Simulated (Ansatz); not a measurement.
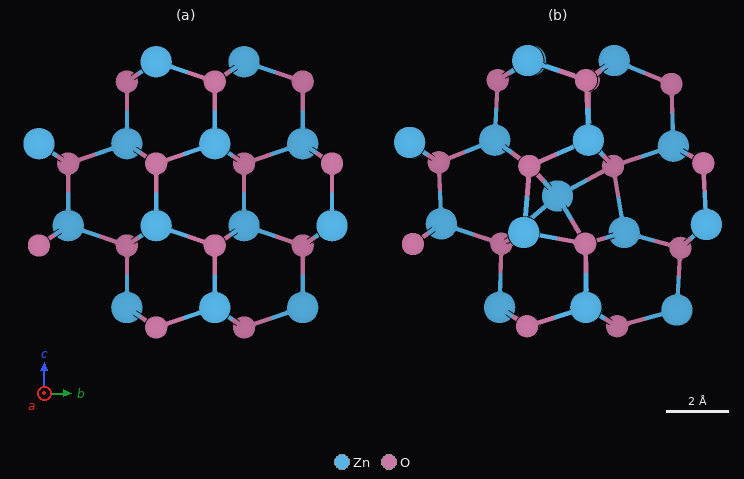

Left: perfect ZnO. Right: the same region with one point defect, after relaxing the atoms in a supercell of 48 sites. A ball-and-stick model of the atoms within 5.4 Å of one point, in a slice 4.2 Å thick across the line of sight, seen along the a axis.

Method: Ansatz 0.2.0, DFT PBE, scalar-relativistic, plane waves, PAW. Set-up: plane-wave cutoff 420 eV; k-point mesh 2 × 2 × 2; occupations gaussian; smearing width 0.01 eV; mesh shifted by (0.5, 0.5, 0.5); no spin polarisation. The cell is small and the k-mesh coarse, so the numbers are rough. A uniform background neutralises the charged cell. The axes drawn are those of the host's conventional cell.

What kind of defect was made?

Answer. An extra zinc atom is put between the host's atoms (an interstitial).

The charge state of the cell is +2.

How does the lattice respond?

Answer. The Zn atom starts with 3 O at 2.10 Å, 6 Zn at 2.19 to 2.45 Å around its place and ends with 6 O at 2.04 to 2.38 Å. Of the host's atoms, a zinc atom moves furthest from its site, by 0.38 Å.
